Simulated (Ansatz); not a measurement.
## PbF₂: a changed input and its effect

System: PbF₂ (Pnma, 12 atoms in the cell).
Method of the first run: DFT, PBE, plane waves, PAW, no spin polarisation (Ansatz 0.2.0).

The structure derives from an entry of the Crystallography Open Database. The geometry comes from this level: r2scan-rvv10 (a point of a series of volumes). Text and figures count atoms from 1; the logs count them from 0 in places.

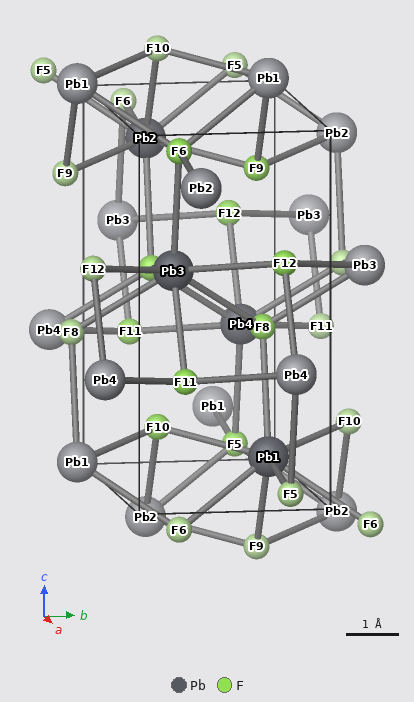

Figure 1. The structure as given in the input (ball-and-stick view of the cell of the calculation, seen slightly off an axis; neighbours outside the cell are drawn fainter; atoms are numbered from 1 in the order of the input).

The input, the first run:
```yaml
crystal:
  lattice:
    - [6.1756040323, 0.0, 0.0]
    - [0.0, 3.7523734814, 0.0]
    - [0.0, 0.0, 7.4068574397]
  atoms:
    - { symbol: Pb, position: [0.745422941, 0.75, 0.1082762806] }
    - { symbol: Pb, position: [0.254577059, 0.25, 0.8917237194] }
    - { symbol: Pb, position: [0.754577059, 0.25, 0.6082762806] }
    - { symbol: Pb, position: [0.245422941, 0.75, 0.3917237194] }
    - { symbol: F, position: [0.1404161022, 0.75, 0.0624382356] }
    - { symbol: F, position: [0.8595838978, 0.25, 0.9375617644] }
    - { symbol: F, position: [0.3595838978, 0.25, 0.5624382356] }
    - { symbol: F, position: [0.6404161022, 0.75, 0.4375617644] }
    - { symbol: F, position: [0.5312677637, 0.75, 0.8427493722] }
    - { symbol: F, position: [0.4687322363, 0.25, 0.1572506278] }
    - { symbol: F, position: [0.9687322363, 0.25, 0.3427493722] }
    - { symbol: F, position: [0.0312677637, 0.75, 0.6572506278] }
kpoints:
  mp_grid: { grid: [2, 4, 2] }
hamiltonian:
  xc: pbe
scf:
  occupations: { method: fermi_dirac, width: 0.02 }
  n_extra_bands: 7
output:
  forces: true
  stress: true
  eigenvalues: true
basis:
  ecutwfc: 260
```

Launched with:
```bash
ansatz run input.yaml --threads 2 --pin off --max-ram 3686MiB --backend cpu --events-out ev --progress --plain --runs-dir out
```

Hardware: 2 threads of Arm Neoverse N1, 54 GiB of memory available, shared host.

Output, shortened to warnings, some set-up lines, iterations and results (the first run):
```
Warning: basis.ecutwfc = 260 eV is below the records' recommended 420 eV, and the density's cutoff is lower with it unless basis.ecutrho_ratio is high enough to keep the records' density cutoff: compare with a run at a higher cutoff
Basis set: ecut = 260 eV, 1619 PW (Γ), exchange–correlation on 72×40×80 points (8 copies of the dense FFT grid, shifted against one another)
Symmetry: 8 space group operations
k-points: 12 of 16
Initial density: superposition of atomic densities (neutral atoms: chi_scale 0, normalization atom), corrected by the library's trained network
[...]
SCF iter   1: F=—  HF=-54079.350891 eV  |F-HF|=—  |Δ(HF+E_count)|=         —  Δρ=6.61e-2  dr2=2.08e0  ethr=1.77e-3  ⟨swp⟩=6.4  Hψ=2917  notcnv=0
SCF iter   2: F=—  HF=-54078.756281 eV  |F-HF|=—  |Δ(HF+E_count)|=   5.95e-1  Δρ=1.97e-2  dr2=2.20e-1  ethr=1.77e-3  ⟨swp⟩=2.0  Hψ=1625  notcnv=0  defer=31
SCF iter   3: F=—  HF=-54078.755215 eV  |F-HF|=—  |Δ(HF+E_count)|=   1.07e-3  Δρ=1.06e-2  dr2=4.65e-2  ethr=1.97e-4  ⟨swp⟩=2.2  Hψ=1034  notcnv=0  defer=31
SCF iter   4: F=—  HF=-54078.758294 eV  |F-HF|=—  |Δ(HF+E_count)|=   3.08e-3  Δρ=1.27e-3  dr2=9.30e-4  ethr=4.15e-5  ⟨swp⟩=2.3  Hψ=1075  notcnv=0  defer=31
SCF iter   5: F=—  HF=-54078.758339 eV  |F-HF|=—  |Δ(HF+E_count)|=   4.56e-5  Δρ=4.37e-4  dr2=2.06e-4  ethr=8.31e-7  ⟨swp⟩=2.0  Hψ=1397  notcnv=0  defer=31
SCF iter   6: F=—  HF=-54078.758300 eV  |F-HF|=—  |Δ(HF+E_count)|=   3.96e-5  Δρ=5.00e-5  dr2=3.57e-6  ethr=1.84e-7  ⟨swp⟩=2.0  Hψ=1104  notcnv=0  defer=31
SCF iter   7: F=—  HF=-54078.757897 eV  |F-HF|=—  |Δ(HF+E_count)|=   4.03e-4  Δρ=1.57e-5  dr2=2.41e-7  ethr=3.19e-9  ⟨swp⟩=2.0  Hψ=1398  notcnv=0  defer=31
SCF iter   8: F=-54078.757897 eV  HF=-54078.757897 eV  |F-HF|=1.76e-8  |Δ(HF+E_count)|=   3.38e-7  Δρ=2.73e-6  dr2=1.28e-8  ethr=8.93e-11  ⟨swp⟩=9.8  Hψ=3511  notcnv=0
SCF 1 converged in 8 iterations: F = -54078.757897 eV  dr2 = 1.28e-8
SCF converged after 8 iterations
Free energy (F): -54078.757897 eV
Harris-Foulkes:  -54078.757897 eV  (|F-HF|=1.76e-8)
Internal energy: -54078.757897 eV  (E = F + TS)
E sigma→0 (E₀):  -54078.757897 eV
Fermi energy:    9.999739 eV
--- Per-component energies (eV) ---
  E_band       = -248.933287
  E_kinetic    = 2920.723939
  E_local      = -7705.945168  (includes V_loc(G=0)·N_el)
  E_nonlocal   = 1890.051665
  E_hartree    = 2921.589728
  E_xc         = -1561.287846
  E_vxc        = -1397.818525  (∫ρ·V_xc dr)
  E_paw        = -43173.643628  (= ΣΔE_a)
  E_vpaw       = -1799.203326  (= ΣTr[D̂ρ^β])
  E_aug_tail   = 0.080354  (compensation charges beyond the density's cutoff)
  E_ewald      = -9370.326941
  E_smearing   = -0.000000  (= −TS)
  E_closure    = 0.000000  (closes the sum)
  Σ components = -54078.757897   (vs F -54078.757897, Δ=0.00e0)
--- Forces (eV/Å), atoms counted from 1 ---
  atom   1  Pb     0.12305194     0.00000000     0.34960290
  atom   2  Pb    -0.12305194    -0.00000000    -0.34960290
  atom   3  Pb    -0.12305194     0.00000000     0.34960290
  atom   4  Pb     0.12305194    -0.00000000    -0.34960290
  atom   5  F      0.10184164     0.00000000     0.03819832
  atom   6  F     -0.10184164    -0.00000000    -0.03819832
  atom   7  F     -0.10184164     0.00000000     0.03819832
  atom   8  F      0.10184164    -0.00000000    -0.03819832
  atom   9  F      0.18627426    -0.00000000    -0.31489757
  atom  10  F     -0.18627426     0.00000000     0.31489757
  atom  11  F     -0.18627426    -0.00000000    -0.31489757
  atom  12  F      0.18627426     0.00000000     0.31489757
  max |Σ_I F_I| component: 1.11e-16 eV/Å
--- Stress (GPa, compression-positive) ---
       13.933037       0.000000       0.000000
        0.000000      13.930903       0.000000
        0.000000       0.000000      14.229278
  P = ⅓ Tr σ = 14.0311 GPa (140.311 kbar)
```

For the second run the input was changed thus:
```diff
-    - [6.1756040323, 0.0, 0.0]
-    - [0.0, 3.7523734814, 0.0]
-    - [0.0, 0.0, 7.4068574397]
+    - [6.5146549498, 0.0, 0.0]
+    - [0.0, 3.9583850173, 0.0]
+    - [0.0, 0.0, 7.8135062141]
```

Predict how the results change.

With the same functional and potentials, the second run lies 70.9 meV per atom lower. The gap on the mesh goes from 4.37 to 4.42 eV. The pressure goes from 14.03 to 0.18 GPa. The largest force goes from 0.371 to 0.054 eV/Å. The volume per atom goes from 14.30 to 16.79 Å³. The number of SCF iterations is the same. The plane waves at Γ go from 1619 to 1931.

Output, shortened to warnings, some set-up lines, iterations and results (the second run):
```
Warning: basis.ecutwfc = 260 eV is below the records' recommended 420 eV, and the density's cutoff is lower with it unless basis.ecutrho_ratio is high enough to keep the records' density cutoff: compare with a run at a higher cutoff
Basis set: ecut = 260 eV, 1931 PW (Γ), exchange–correlation on 72×48×90 points (8 copies of the dense FFT grid, shifted against one another)
Symmetry: 8 space group operations
k-points: 12 of 16
Initial density: superposition of atomic densities (neutral atoms: chi_scale 0, normalization atom), corrected by the library's trained network
[...]
SCF iter   1: F=—  HF=-54080.214661 eV  |F-HF|=—  |Δ(HF+E_count)|=         —  Δρ=6.26e-2  dr2=2.27e0  ethr=1.77e-3  ⟨swp⟩=6.1  Hψ=2827  notcnv=0
SCF iter   2: F=—  HF=-54079.617071 eV  |F-HF|=—  |Δ(HF+E_count)|=   5.98e-1  Δρ=1.87e-2  dr2=2.94e-1  ethr=1.77e-3  ⟨swp⟩=2.0  Hψ=1625  notcnv=0  defer=31
SCF iter   3: F=—  HF=-54079.603863 eV  |F-HF|=—  |Δ(HF+E_count)|=   1.32e-2  Δρ=1.05e-2  dr2=5.12e-2  ethr=2.63e-4  ⟨swp⟩=2.0  Hψ=1062  notcnv=0  defer=31
SCF iter   4: F=—  HF=-54079.608278 eV  |F-HF|=—  |Δ(HF+E_count)|=   4.41e-3  Δρ=1.00e-3  dr2=7.95e-4  ethr=4.57e-5  ⟨swp⟩=2.4  Hψ=1278  notcnv=0  defer=31
SCF iter   5: F=—  HF=-54079.608294 eV  |F-HF|=—  |Δ(HF+E_count)|=   1.58e-5  Δρ=4.20e-4  dr2=2.39e-4  ethr=7.10e-7  ⟨swp⟩=2.0  Hψ=1470  notcnv=0  defer=31
SCF iter   6: F=—  HF=-54079.608246 eV  |F-HF|=—  |Δ(HF+E_count)|=   4.74e-5  Δρ=6.53e-5  dr2=7.74e-6  ethr=2.14e-7  ⟨swp⟩=2.0  Hψ=1010  notcnv=0  defer=31
SCF iter   7: F=—  HF=-54079.608142 eV  |F-HF|=—  |Δ(HF+E_count)|=   1.04e-4  Δρ=1.26e-5  dr2=2.59e-7  ethr=6.91e-9  ⟨swp⟩=2.0  Hψ=1412  notcnv=0  defer=31
SCF iter   8: F=-54079.608143 eV  HF=-54079.608142 eV  |F-HF|=1.50e-8  |Δ(HF+E_count)|=   3.81e-7  Δρ=2.15e-6  dr2=1.21e-8  ethr=8.93e-11  ⟨swp⟩=9.0  Hψ=3216  notcnv=0
SCF 1 converged in 8 iterations: F = -54079.608143 eV  dr2 = 1.21e-8
SCF converged after 8 iterations
Free energy (F): -54079.608143 eV
Harris-Foulkes:  -54079.608142 eV  (|F-HF|=1.50e-8)
Internal energy: -54079.608143 eV  (E = F + TS)
E sigma→0 (E₀):  -54079.608143 eV
Fermi energy:    7.353140 eV
--- Per-component energies (eV) ---
  E_band       = -470.814121
  E_kinetic    = 2896.700063
  E_local      = -8440.837040  (includes V_loc(G=0)·N_el)
  E_nonlocal   = 1886.536318
  E_hartree    = 3185.200104
  E_xc         = -1553.339365
  E_vxc        = -1386.875500  (∫ρ·V_xc dr)
  E_paw        = -43171.294589  (= ΣΔE_a)
  E_vpaw       = -1796.814702  (= ΣTr[D̂ρ^β])
  E_aug_tail   = 0.080825  (compensation charges beyond the density's cutoff)
  E_ewald      = -8882.654459
  E_smearing   = -0.000000  (= −TS)
  E_closure    = -0.000000  (closes the sum)
  Σ components = -54079.608143   (vs F -54079.608143, Δ=0.00e0)
--- Forces (eV/Å), atoms counted from 1 ---
  atom   1  Pb    -0.05353711     0.00000000    -0.00078425
  atom   2  Pb     0.05353711     0.00000000     0.00078425
  atom   3  Pb     0.05353711     0.00000000    -0.00078425
  atom   4  Pb    -0.05353711    -0.00000000     0.00078425
  atom   5  F     -0.04096408     0.00000000     0.01117108
  atom   6  F      0.04096408     0.00000000    -0.01117108
  atom   7  F      0.04096408     0.00000000     0.01117108
  atom   8  F     -0.04096408     0.00000000    -0.01117108
  atom   9  F      0.01003512     0.00000000     0.03410754
  atom  10  F     -0.01003512     0.00000000    -0.03410754
  atom  11  F     -0.01003512     0.00000000     0.03410754
  atom  12  F      0.01003512     0.00000000    -0.03410754
  max |Σ_I F_I| component: 6.94e-18 eV/Å
--- Stress (GPa, compression-positive) ---
       -0.301894       0.000000       0.000000
        0.000000       0.435418       0.000000
        0.000000       0.000000       0.401576
  P = ⅓ Tr σ = 0.1784 GPa (1.784 kbar)
```

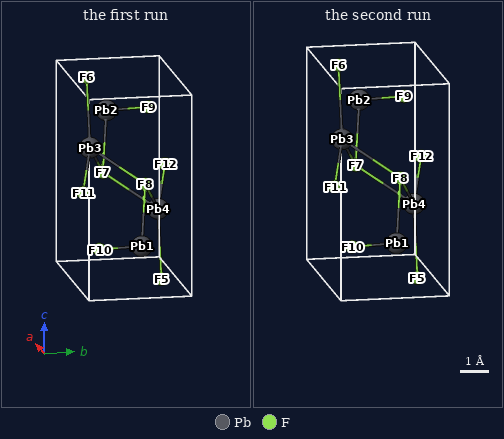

Figure 2. The two input geometries at one scale (ball-and-stick view of the cell of the calculation, seen at an oblique angle). No atom moves by more than 0.005 Å relative to the cell. The volume changes by +17.4 %, with a 6.176 → 6.515 Å (+5.5 %), b 3.752 → 3.958 Å (+5.5 %), c 7.407 → 7.814 Å (+5.5 %). Among the contacts that change: Pb1–F10 2.563 → 2.704 Å, Pb1–F8 2.524 → 2.662 Å, Pb1–F5 2.463 → 2.598 Å, Pb1–F6 2.370 → 2.500 Å.

The two runs side by side:

| quantity | the first run | the second run |
| --- | --- | --- |
| outcome | converged | converged |
| free energy per atom (eV) | −4506.5632 | −4506.6340 |
| gap on the mesh (eV) | 4.37 | 4.42 |
| pressure (GPa) | 14.03 | 0.18 |
| volume per atom (Å³) | 14.30 | 16.79 |
| largest force (eV/Å) | 0.371 | 0.054 |
| SCF iterations | 8 | 8 |
| irreducible k-points | 12 | 12 |
| plane waves at Γ | 1619 | 1931 |
| wall time (shared host) | 5.2 s | 6.1 s |

For both runs: Warnings: the cutoff is below the recommended one. Spin–orbit coupling is left out, which matters for Pb.
